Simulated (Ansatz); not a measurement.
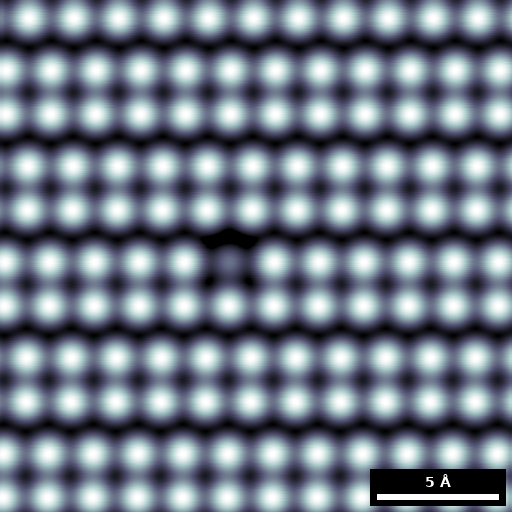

Dark-field STEM-like image of Rh (Cmcm, No. 63) along [101]. The image is simulated as a sum over atoms of Z^1.7, blurred by a 1.25 Å probe (no channelling). The display is stretched by a gamma of 0.65; percentages refer to the linear signal. A slight drift was added.

The sample is 1 repeat (3.7 Å) thick. One point defect was put into the perfect crystal, without relaxing the atoms around it. Brightness is counted from the darkest point of the image. Host structure: the geometry relaxed with Ansatz, DFT, LDA (PW92), plane waves (420 eV) with PAW, scalar-relativistic; the starting structure was generated, so it need not be a known form of this composition.

Where is the defect (in Å from the left and the top edge), and what does its contrast suggest?

At about 10 Å from the left and 11 Å from the top. The column is dimmer, which points to a vacancy or a lighter atom. The column holds 1 atom (Rh) through the sample, and one Rh atom is replaced by Co, so its peak drops to about 30 % of that of its equals.
